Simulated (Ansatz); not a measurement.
System: MoS.

```xyz
2
Lattice="3.1497 0.0000 0.0000 0.0000 3.1497 0.0000 0.0000 0.0000 3.1497" Properties=species:S:1:pos:R:3 pbc="T T T"
Mo    0.0000    0.0000    0.0000
S     1.5748    1.5748    1.5748
```

Space group Pm-3m; started from the CsCl (B2) prototype, which need not be the ambient phase; computed pressure about 6 GPa in this cell; computed without spin polarisation; Hubbard U of 4.38 eV on Mo d only.

Theory: DFT r2SCAN+U, scalar-relativistic, plane waves, PAW (Ansatz).

### What can the converged valence pseudo-density and electron localisation function tell about the bonding?

Mo–S (2.73 Å): the density is about 0.27 e/Å³ at the midpoint; the ELF peaks at about 0.85 in the valence shell of S, 0.8 Å from its nucleus, and is about 0.25 at the midpoint.

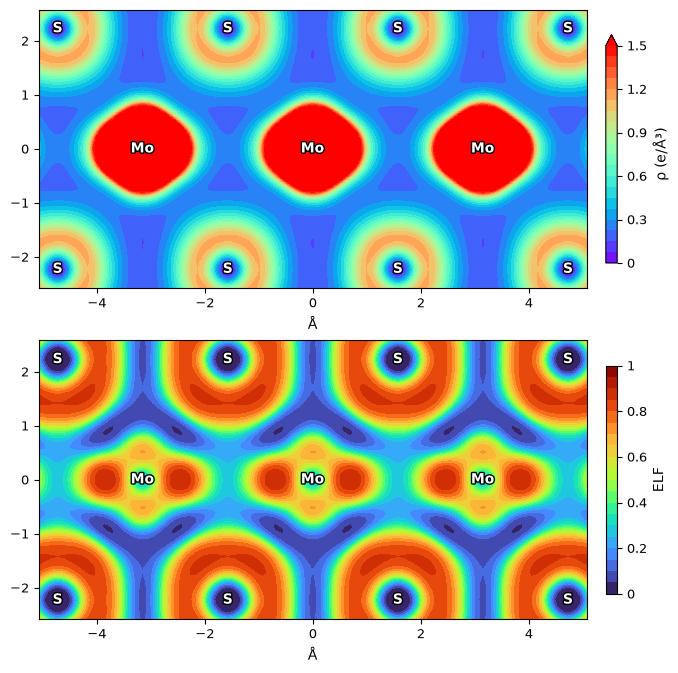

Computed valence pseudo-density and electron localisation function on the (101) plane of the conventional cell, in this order. 
